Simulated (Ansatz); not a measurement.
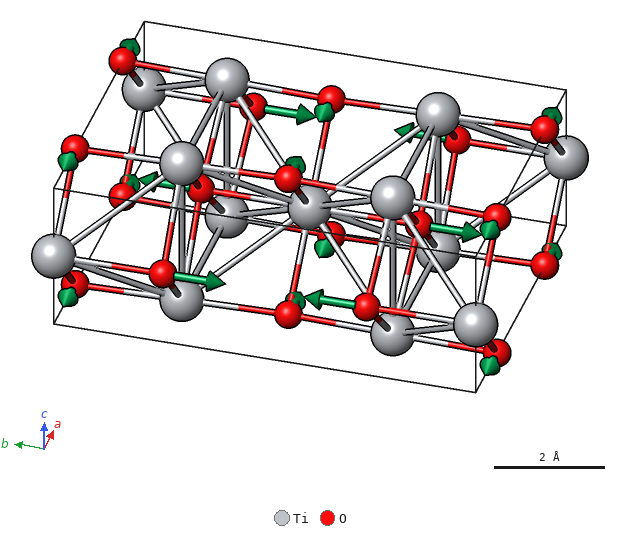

One vibrational mode of a crystal of Ti$_{3}$O$_{4}$ at the zone centre. The green arrows give the relative displacements of the atoms. Style: ball-and-stick. Shown: the conventional cell (2 times the calculation's cell), from a free direction. Lengths and directions refer to the drawn axes.

These are results of DFT PBEsol, scalar-relativistic, plane waves, PAW (Ansatz 0.2.0), not measurements. (plane-wave cutoff 420 eV; k-point mesh 8 × 8 × 14; occupations gaussian; smearing width 0.15 eV; no spin polarisation)

### What mode is this, and where does it lie in the spectrum?

This is the A_g mode at 12.7 THz, optical level 8 of 17, counted from below (1 lower level is imaginary, so the structure is unstable), Raman-active by symmetry. The Ti (2d) and Ti (4e) atoms stay at rest; atoms of one kind move against one another, with no net shift of any sublattice; it stretches the O–Ti bonds (2.09 Å).
